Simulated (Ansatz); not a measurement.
## How well the gap of MoSSe/WS2 (van der Waals superlattice) (P3m1) can be computed

Aim: a best estimate of the quasiparticle gap of MoSSe/WS2 (van der Waals superlattice) (P3m1), with each correction and its cost laid out.

Main program and level: Ansatz 0.2.0; density functionals, hybrids, G0W0, plane waves, PAW.

The structure was built from a prototype and need not be the compound's stable phase.

### Step 1. Starting point

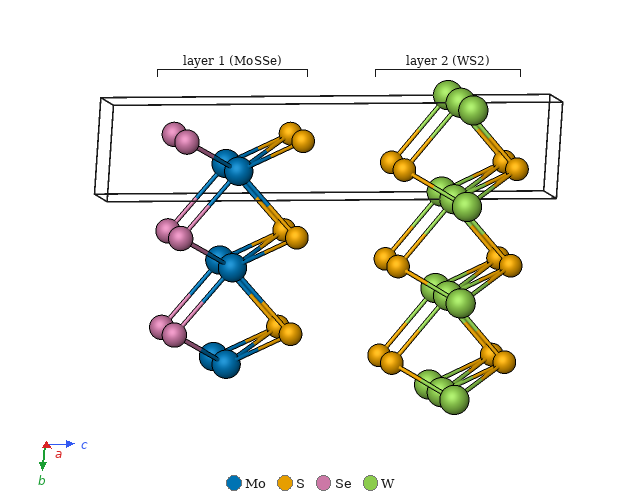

The starting structure, seen from the side, with the c axis across the page (molybdenum blue, sulfur orange, selenium pink, tungsten green). 2×3×1 cells are drawn. Bonds to atoms that aren't drawn are left out. Some periodic images of atoms are drawn too.

The start is a generated structure, not a measured one. Spin-orbit coupling is left out unless a step names it.

### Step 2. Relaxing the structure

A relaxation at this level of theory: leftover forces would pass straight into the levels.

This step: DFT, PBEsol-D3(BJ), plane waves, PAW; PAW set soft_1.

input.yaml reads:

```yaml
crystal:
  lattice:
    - [3.21875, 0.0, 0.0]
    - [-1.609375, 2.7875192684, 0.0]
    - [0.0, 0.0, 12.5299999991]
  atoms:
    - { symbol: Mo, position: [0.3333333333, 0.6666666667, 0.2549880287] }
    - { symbol: S, position: [0.6666666667, 0.3333333333, 0.3842777334] }
    - { symbol: Se, position: [0.6666666667, 0.3333333333, 0.125698324] }
    - { symbol: W, position: [0.0, 0.0, 0.7490023942] }
    - { symbol: S, position: [0.3333333333, 0.6666666667, 0.874301676] }
    - { symbol: S, position: [0.3333333333, 0.6666666667, 0.6237031124] }
kpoints:
  mp_grid: { grid: [9, 9, 2] }
hamiltonian:
  xc: pbesol
  dispersion: d3bj
  pseudopotentials: { kind: paw, azcp: { folder: soft_1 }, xc_functional: pbe }
scf:
  occupations: { method: fermi_dirac, width: 0.02 }
relax:
  f_tol: 0.01
  max_steps: 100
  cell: {}
```

On the command line:

```
ansatz run input.yaml --threads 2 --pin off --max-ram 92160MiB --backend cuda --events-out ev --progress --plain --runs-dir out --devices 1 --max-vram 13GiB
```

Numbers of over 12 decimals in the logs are rounded to 6 here.

Log:

```text
GPUs: using 1 of 1 available (devices: 1).
Engine: ansatz 0.2.0, x86_64-unknown-linux-gnu
Pseudopotentials: kind: paw
Pseudopotential: Mo, paw, valence charge 14, recommended cutoff 420 eV (normal), soft_1/Mo.paw.azcp
Pseudopotential: S, paw, valence charge 6, recommended cutoff 420 eV (normal), soft_1/S.paw.azcp
Pseudopotential: Se, paw, valence charge 16, recommended cutoff 420 eV (normal), soft_1/Se.paw.azcp
Pseudopotential: W, paw, valence charge 14, recommended cutoff 420 eV (normal), soft_1/W.paw.azcp
Functional definition: PBEsol
  exchange = pbesol_x
  correlation = pbesol_c
device memory: the entry about to start is reckoned to put 1.5 GiB on a device that reports 48.5 GiB free (of which the cap on the GPU budget leaves the run 13.0 GiB)
GPU FFT provider: cuFFT
GPU libraries: cuBLAS 13.8.2, cuFFT 12.4.0, cuSOLVER 12.3.4
Crystal: 6 atoms, lattice volume = 112.423 Å³
Basis set: ecut = 420 eV, 2237 PW (Γ), exchange–correlation on 48×48×180 points (8 copies of the dense FFT grid, shifted against one another)
Bands: 38, of which v1, the nominal top of the filled ones, is band 31 counted from 1 (30 counted from 0)
Symmetry: 6 space group operations
Space group: P3m1 (ITA 156), of the structure as read, at distance tolerance 4.8e-5 Å
k-points: 24 of 162 (time reversal used)
Non-local potential: Mo, projectors of the file, l = 0: 3, l = 1: 2, l = 2: 2, l = 3: 1
Non-local potential: S, projectors of the file, l = 0: 2, l = 1: 2, l = 2: 1
Non-local potential: Se, projectors of the file, l = 0: 2, l = 1: 2, l = 2: 3, l = 3: 1
Non-local potential: W, projectors of the file, l = 0: 3, l = 1: 2, l = 2: 2, l = 3: 1
PAW form: soft (Blöchl's): semilocal exchange-correlation on the pseudo side does not see the compensation charge
PAW frozen core: Mo, regenerated for the run's functional, and the local potential with it (the file was generated under x = pbe(κ = 0.804, μ = 0.219515), c = pbe(β = 0.066725))
PAW frozen core: S, regenerated for the run's functional, and the local potential with it (the file was generated under x = pbe(κ = 0.804, μ = 0.219515), c = pbe(β = 0.066725))
PAW frozen core: Se, regenerated for the run's functional, and the local potential with it (the file was generated under x = pbe(κ = 0.804, μ = 0.219515), c = pbe(β = 0.066725))
PAW frozen core: W, regenerated for the run's functional, and the local potential with it (the file was generated under x = pbe(κ = 0.804, μ = 0.219515), c = pbe(β = 0.066725))
PAW one-centre angular grid: Mo, 590 points (default); XC on 64 Gauss nodes
PAW one-centre angular grid: S, 110 points (default); XC on 64 Gauss nodes
PAW one-centre angular grid: Se, 590 points (default); XC on 64 Gauss nodes
PAW one-centre angular grid: W, 590 points (default); XC on 64 Gauss nodes
[...]
SCF converged after 6 iterations
Free energy (F): -23241.657968 eV
Harris-Foulkes:  -23241.657968 eV  (|F-HF|=1.09e-11)
Internal energy: -23241.657968 eV  (E = F + TS)
E sigma→0 (E₀):  -23241.657968 eV
Fermi energy:    13.589191 eV
--- Per-component energies (eV) ---
  E_band       = -603.050771
  E_kinetic    = 1279.899609
  E_local      = -6397.334451  (includes V_loc(G=0)·N_el)
  E_nonlocal   = -120.761497
  E_hartree    = 2986.083907
  E_xc         = -793.746571
  E_vxc        = -793.812779  (∫ρ·V_xc dr)
  E_paw        = -15468.632205  (= ΣΔE_a)
  E_vpaw       = -543.209272  (= ΣTr[D̂ρ^β])
  E_aug_tail   = -0.000165  (compensation charges beyond the density's cutoff)
  E_ewald      = -4726.225422
  E_disp       = -2.566630  (pairwise vdW)
  E_core_change = 1.625458  (= ΣΔE_core)
  E_smearing   = -0.000000  (= −TS)
  E_closure    = 0.000000  (closes the sum)
  Σ components = -23241.657968   (vs F -23241.657968, Δ=0.00e0)
--- Forces (eV/Å), atoms counted from 1 ---
  atom   1  Mo    -0.00000000     0.00000000    -0.00200460
  atom   2  S      0.00000000     0.00000000     0.00248054
  atom   3  Se     0.00000000     0.00000000    -0.00161580
  atom   4  W      0.00000000    -0.00000000     0.00200806
  atom   5  S      0.00000000     0.00000000     0.00095016
  atom   6  S      0.00000000     0.00000000    -0.00181976
  max |Σ_I F_I| component: 1.40e-6 eV/Å
--- Stress (GPa, compression-positive) ---
       -0.006873       0.000000       0.000000
        0.000000      -0.006873       0.000000
        0.000000       0.000000      -0.002088
  P = ⅓ Tr σ = -0.0053 GPa (-0.053 kbar)
--- Band table (eV; the first three rows and the last of 24) ---
  k-point 0: bands = [... 27 lower, 11.3470, 11.5648, 12.2773, 13.3110, 15.2517, 15.2517, 15.4171, 15.4171, ... 3 higher]
  k-point 1: bands = [... 27 lower, 11.3458, 11.3458, 12.7880, 13.2225, 15.2476, 15.2476, 15.4102, 15.4102, ... 3 higher]
  k-point 2: bands = [... 27 lower, 11.1082, 11.6226, 12.2838, 12.8198, 15.0547, 15.1929, 15.2325, 15.2965, ... 3 higher]
  k-point 23: bands = [... 27 lower, 9.9695, 10.0452, 12.4017, 12.4462, 14.2931, 14.3121, 14.9096, 15.1414, ... 3 higher]
--- Relaxed structure (6 steps of the walk, 6 accepted, 1 SCFs on fresh bases) ---
  F+E_penalty+E_count = -23241.65796773 eV   max|allowed force component| = 2.481e-3 eV/Å   (the final SCF, on the basis selected at the relaxed cell)
  cell:  # Å, volume = 101.1338 Å³
    - [3.146519, 0.0, 0]
    - [-1.573260, 2.724966, -8.364625141181698e-18]
    - [0, -3.759929274714989e-17, 11.795188]
  atoms:
    - { symbol: Mo, position: [0.333333, 0.666667, 0.260223] }
    - { symbol: S, position: [0.666667, 0.333333, 0.390266] }
    - { symbol: Se, position: [0.666667, 0.333333, 0.115068] }
    - { symbol: W, position: [-1.8516405163498094e-17, -1.9557077531820982e-17, 0.748850] }
    - { symbol: S, position: [0.333333, 0.666667, 0.880967] }
    - { symbol: S, position: [0.333333, 0.666667, 0.616597] }
```

Wall time 13 s (1 × NVIDIA H100 80GB HBM3 (shared by 6 runs) with 2 threads of AMD EPYC 7R13 (Zen 3), shared host); peak memory 1 GiB; 12 s of CPU time.

Relaxation path:

| step | energy less that of the first step (eV) | largest force component (eV/Å) | pressure (GPa) | volume (Å³) |
| --- | --- | --- | --- | --- |
| 1 | 0.0000 | 2.4666 | -7.26 | 112.42 |
| 2 | -0.1795 | 0.6692 | 4.71 | 97.57 |
| 3 | -0.3259 | 0.1344 | -1.02 | 102.51 |
| 4 | -0.3307 | 0.0616 | -0.13 | 101.00 |
| 5 | -0.3309 | 0.0157 | -0.01 | 101.13 |
| 6 | -0.3310 | 0.0022 | 0.00 | 101.13 |
| 7* | -0.3286 | 0.0025 | -0.01 | 101.13 |

Relaxation steps marked * repeat the geometry before them on a plane-wave basis chosen anew for their cell, so energy and pressure can jump there.

Forces are held to the 6 operations that the run works with; a distortion that breaks them can't arise in this run.

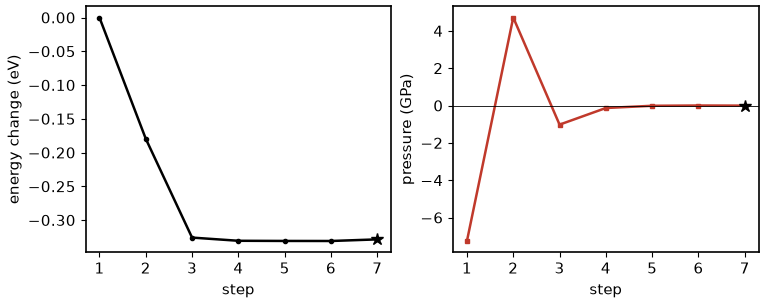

Energy and pressure along the relaxation. Stars mark steps on a basis chosen anew.

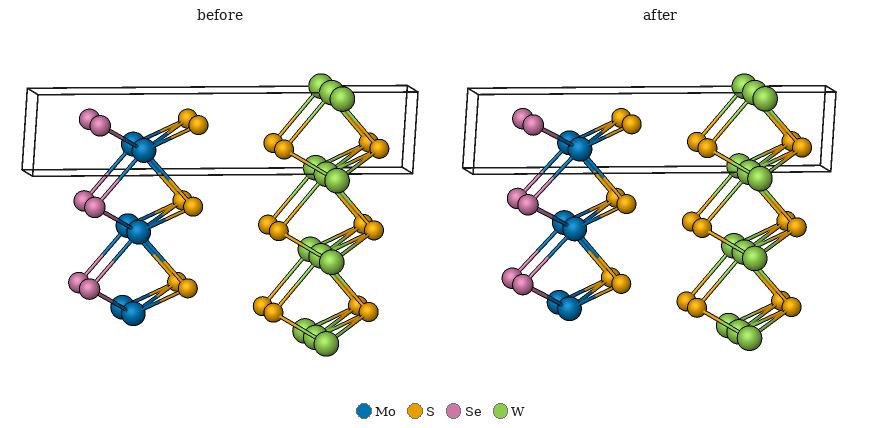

The structure before and after the relaxation, drawn at the same scale. Bonds to atoms that aren't drawn are left out.

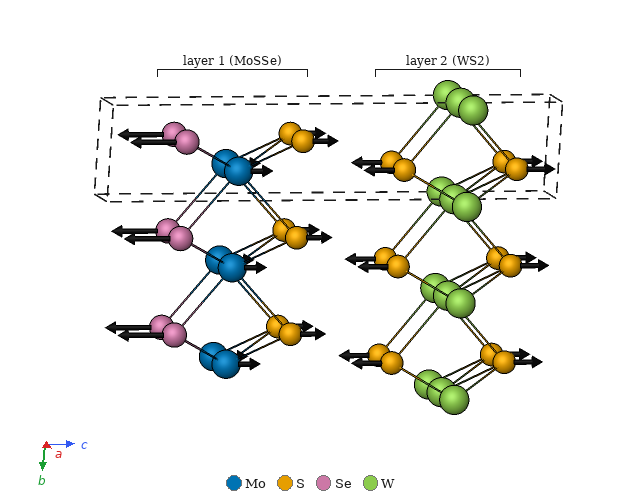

Displacements in the relaxation, exaggerated, measured against the changing cell; the longest in the cell stands for 0.13 Å. Bonds to atoms that aren't drawn are left out. 2×3×1 cells are drawn. Some periodic images of atoms are drawn too.

| conventional cell, symmetrised | before | after | change |
| --- | --- | --- | --- |
| a (Å) | 3.219 | 3.147 | -2.2 % |
| b (Å) | 3.219 | 3.147 | -2.2 % |
| c (Å) | 12.530 | 11.795 | -5.9 % |
| volume (Å³/atom) | 18.74 | 16.86 | -10.0 % |

The atoms that moved most (Å, as changes of fractional coordinates times the final cell):

| atom | dx | dy | dz | length |
| --- | --- | --- | --- | --- |
| Se3 | 0.000 | 0.000 | -0.125 | 0.125 |
| S6 | 0.000 | 0.000 | -0.084 | 0.084 |
| S5 | 0.000 | 0.000 | 0.079 | 0.079 |
| S2 | 0.000 | 0.000 | 0.071 | 0.071 |
| Mo1 | 0.000 | 0.000 | 0.062 | 0.062 |

The relaxed structure:

```xyz
6
Lattice="3.1465 0.0000 0.0000 -1.5733 2.7250 0.0000 0.0000 0.0000 11.7952" Properties=species:S:1:pos:R:3 pbc="T T T"
Mo    0.0000    1.8166    3.0694
S     1.5733    0.9083    4.6033
Se    1.5733    0.9083    1.3572
W     0.0000    0.0000    8.8328
S     0.0000    1.8166   10.3912
S     0.0000    1.8166    7.2729
```

### Step 3. PBEsol bands

Levels along a band path, at the cheap level, show where the edges lie and whether the meshes to come will hold them.

This step: DFT, PBEsol, plane waves, PAW; PAW set soft_1.

input.yaml reads:

```yaml
crystal:
  lattice:
    - [3.1465192881, 0.0, 0.0]
    - [-1.573259644, 2.724965637, 0.0]
    - [0.0, 0.0, 11.7951878716]
  atoms:
    - { symbol: Mo, position: [0.3333333333, 0.6666666667, 0.260223358] }
    - { symbol: S, position: [0.6666666667, 0.3333333333, 0.3902662223] }
    - { symbol: Se, position: [0.6666666667, 0.3333333333, 0.1150677766] }
    - { symbol: W, position: [0.0, 0.0, 0.7488498471] }
    - { symbol: S, position: [0.3333333333, 0.6666666667, 0.880967243] }
    - { symbol: S, position: [0.3333333333, 0.6666666667, 0.6165968216] }
kpoints:
  mp_grid: { grid: [12, 12, 2] }
  band_path:
    path:
      - [[0.0, 0.0, 0.0], [0.5, 0.0, 0.0], [0.33333333, 0.33333333, 0.0], [0.0, 0.0, 0.0], [0.0, 0.0, 0.5], [0.5, 0.0, 0.5], [0.33333333, 0.33333333, 0.5], [0.0, 0.0, 0.5]]
      - [[0.5, 0.0, 0.5], [0.5, 0.0, 0.0]]
      - [[0.33333333, 0.33333333, 0.5], [0.33333333, 0.33333333, 0.0]]
    npoints: 10
hamiltonian:
  xc: pbesol
  pseudopotentials: { kind: paw, azcp: { folder: soft_1 }, xc_functional: pbe }
scf:
  occupations: { method: fermi_dirac, width: 0.02 }
  n_extra_bands: 6
output:
  eigenvalues: true
  forces: true
  stress: true
  write_density: true
  write_potential: true
  elf: true
  volumetric_format: npy
```

Log:

```text
[...]
GPUs: using 1 of 1 available (devices: 1).
[...]
GPU FFT provider: cuFFT
GPU libraries: cuBLAS 13.8.2, cuFFT 12.4.0, cuSOLVER 12.3.4
Crystal: 6 atoms, lattice volume = 101.134 Å³
Basis set: ecut = 420 eV, 1971 PW (Γ), exchange–correlation on 48×48×160 points (8 copies of the dense FFT grid, shifted against one another)
Bands: 37, of which v1, the nominal top of the filled ones, is band 31 counted from 1 (30 counted from 0)
Symmetry: 6 space group operations
[...]
k-points: 38 of 288 (time reversal used)
[...]
GPU buffer pool allocated for 46080 grid points (all kernels)
[...]
SCF iter   1: F=—  HF=-23240.874388 eV  |F-HF|=—  |Δ(HF+E_count)|=         —  Δρ=4.83e-2  dr2=9.91e0  ethr=3.10e-3  ⟨swp⟩=9.3  Hψ=7145  notcnv=0
[...]
SCF iter  10: F=-23239.091550 eV  HF=-23239.091550 eV  |F-HF|=1.68e-9  |Δ(HF+E_count)|=   4.51e-8  Δρ=2.16e-6  dr2=8.25e-9  ethr=1.61e-10  ⟨swp⟩=14.7  Hψ=11357  notcnv=0
SCF 1 converged in 10 iterations: F = -23239.091550 eV  dr2 = 8.25e-9
[...]
NSCF: frozen V_eff on 93 k-points
SCF converged after 10 iterations
Free energy (F): -23239.091550 eV
[...]
Internal energy: -23239.091550 eV  (E = F + TS)
E sigma→0 (E₀):  -23239.091550 eV
Entropy (-TS):   -0.000000 eV (-0.000 meV/atom)
Fermi energy:    13.554983 eV
[...]
--- Forces (eV/Å), atoms counted from 1 ---
  atom   1  Mo    -0.00000000    -0.00000000    -0.00543498
  atom   2  S      0.00000000    -0.00000000    -0.00862784
  atom   3  Se     0.00000000    -0.00000000     0.01142850
  atom   4  W     -0.00000000     0.00000000     0.00405065
  atom   5  S      0.00000000     0.00000000    -0.01716245
  atom   6  S      0.00000000     0.00000000     0.01573837
  max |Σ_I F_I| component: 7.74e-6 eV/Å
--- Stress (GPa, compression-positive) ---
        4.138406      -0.000000       0.000000
       -0.000000       4.138406      -0.000000
        0.000000      -0.000000       4.270677
  P = ⅓ Tr σ = 4.1825 GPa (41.825 kbar)
--- Band table (eV; the first three rows and the last of 38) ---
  k-point 0: bands = [... 27 lower, 11.3471, 11.5649, 12.2773, 13.3110, 15.2517, 15.2517, 15.4171, 15.4171, ... 2 higher]
  k-point 1: bands = [... 27 lower, 11.3458, 11.3458, 12.7880, 13.2226, 15.2476, 15.2476, 15.4102, 15.4102, ... 2 higher]
  k-point 2: bands = [... 27 lower, 11.1995, 11.6082, 12.3251, 13.0246, 15.2251, 15.2732, 15.2860, 15.3732, ... 2 higher]
  k-point 37: bands = [... 27 lower, 9.9694, 10.0452, 12.4017, 12.4461, 14.2932, 14.3122, 14.9097, 15.1414, ... 2 higher]
```

Elapsed: 7.5 s, on 1 × NVIDIA H100 80GB HBM3 (shared by 6 runs) with 2 threads; peak memory 1 GiB.

Numbers from this step:

```
pressure             : 4.182 GPa
filled bands         : 31
gap                  : 0.5084 eV
valence top at       : Γ
conduction bottom at : k = (0.200, 0.200, 0.000)
least direct gap     : 1.847 eV
```

The gap is indirect, with the least direct gap 1.34 eV higher. The pressure of 4 GPa says that this functional would expand the cell; it is kept.

The electronic bands at the labelled points (eV, zero at the top of the highest nominally filled band):

| point | band 28 | band 29 | band 30 | band 31 | band 32 | band 33 | band 34 | band 35 |
| --- | --- | --- | --- | --- | --- | --- | --- | --- |
| Γ | -1.96 | -1.75 | -1.03 | 0.00 | 1.94 | 1.94 | 2.11 | 2.11 |
| M | -2.25 | -1.97 | -1.64 | -1.42 | 1.53 | 1.80 | 2.07 | 2.58 |
| K | -3.35 | -2.91 | -0.94 | -0.92 | 0.98 | 0.99 | 1.76 | 2.35 |
| Γ | -1.96 | -1.75 | -1.03 | 0.00 | 1.94 | 1.94 | 2.11 | 2.11 |
| A | -1.97 | -1.97 | -0.52 | -0.09 | 1.94 | 1.94 | 2.10 | 2.10 |
| L | -2.19 | -1.89 | -1.60 | -1.48 | 1.53 | 1.74 | 2.06 | 2.51 |
| H | -3.34 | -3.27 | -0.91 | -0.86 | 0.98 | 1.00 | 1.60 | 1.83 |
| A | -1.97 | -1.97 | -0.52 | -0.09 | 1.94 | 1.94 | 2.10 | 2.10 |
| jump to L | -2.19 | -1.89 | -1.60 | -1.48 | 1.53 | 1.74 | 2.06 | 2.51 |
| M | -2.25 | -1.97 | -1.64 | -1.42 | 1.53 | 1.80 | 2.07 | 2.58 |
| jump to H | -3.34 | -3.27 | -0.91 | -0.86 | 0.98 | 1.00 | 1.60 | 1.83 |
| K | -3.35 | -2.91 | -0.94 | -0.92 | 0.98 | 0.99 | 1.76 | 2.35 |

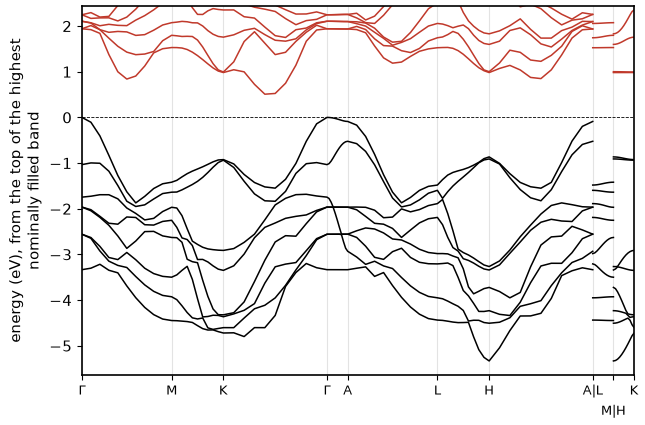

Electronic bands along the path; lines of filled and empty bands in two colours.

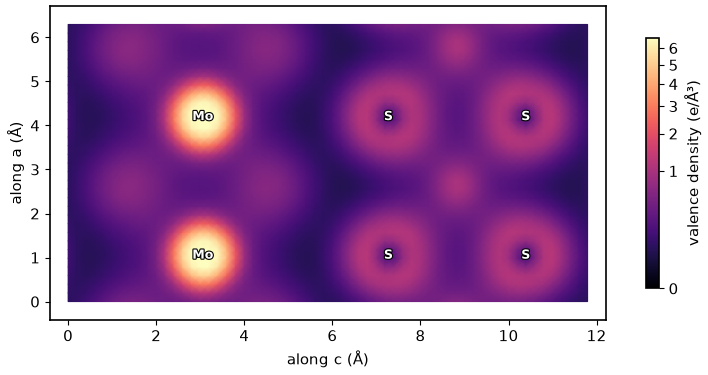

Valence density in the ca plane at fractional y = 0.667, with atoms of Mo and S within 0.2 Å of it. It is the smooth field of the valence electrons, not physical close to the nuclei. The colour scale is stretched toward low values.

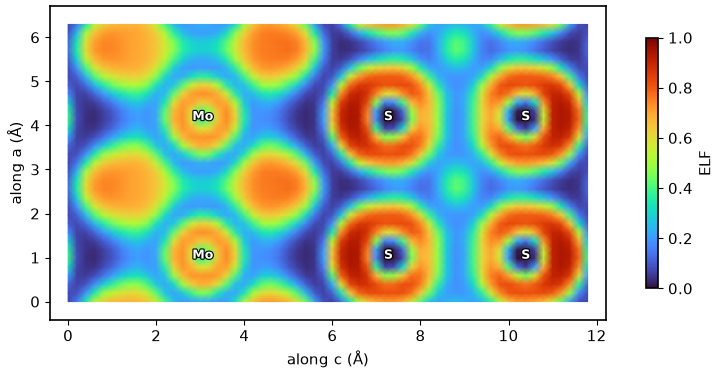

ELF in the ca plane at fractional y = 0.667, with atoms of Mo and S within 0.2 Å of it. It is the smooth field of the valence electrons, not physical close to the nuclei.

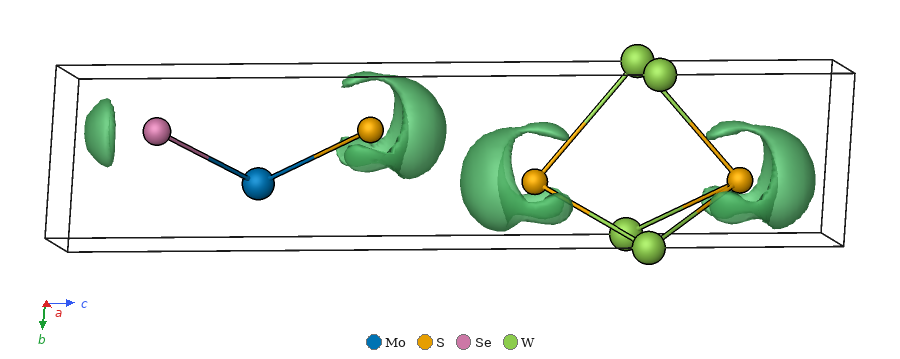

Surface of ELF = 0.85. Bonds to atoms that aren't drawn are left out.

(Continued in part 2 of 2.)

[Paths, hosts, dates, memory and timing lines, banners, echoed tables and standing remarks are left out of the program output.]

[Logs are printed without paths, hosts, clocks, repeated set-up lines and the standing remarks that a program may print on its own settings, such as how far it seeks lower states.]

[Runs of the session that timed out or met a known fault of the program may be left out.]

[Cells called generated may have been cut or substituted from an entry of the Crystallography Open Database or the Materials Project.]

[Hosts, paths, dates, database ids (printed as entryN), source tags and the programs' standing remarks are cut or masked in the printed files.]
